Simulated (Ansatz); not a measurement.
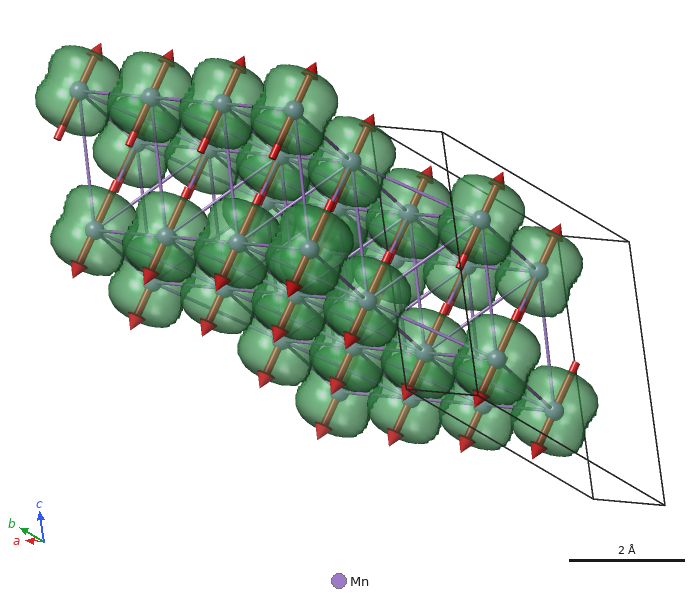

The picture shows: Mn. Isosurface of the size of the magnetisation density at 0.06 e/Å³ (green), with the spin moments of the magnetic sites as arrows; seen at an oblique angle.

Space group P6₃/mmc; a structure from a database of computed crystals, not necessarily the ambient phase.

Level of theory: DFT, PBE, PAW with Ansatz's default frozen-core files, fully relativistic files with spin-orbit coupling (Ansatz).

Core electrons are frozen (PAW), and the valence fields are smoothed inside the atomic spheres.

```
Mn
1.0
     2.48365    0.00000    0.00000
     0.00000    4.30180    0.00000
     1.24182    2.15090    4.02619
Mn
4
Cartesian
  1.2418 5.0188 3.0196
  2.4836 2.8679 3.0196
  2.4836 1.4339 1.0065
  1.2418 3.5848 1.0065
```

Question: Describe the magnetic structure.

Answer: Spin moments: Mn 0.4 μB. They are collinear, and cancel (antiferromagnetic), along [−1 −1 2] of the cell.
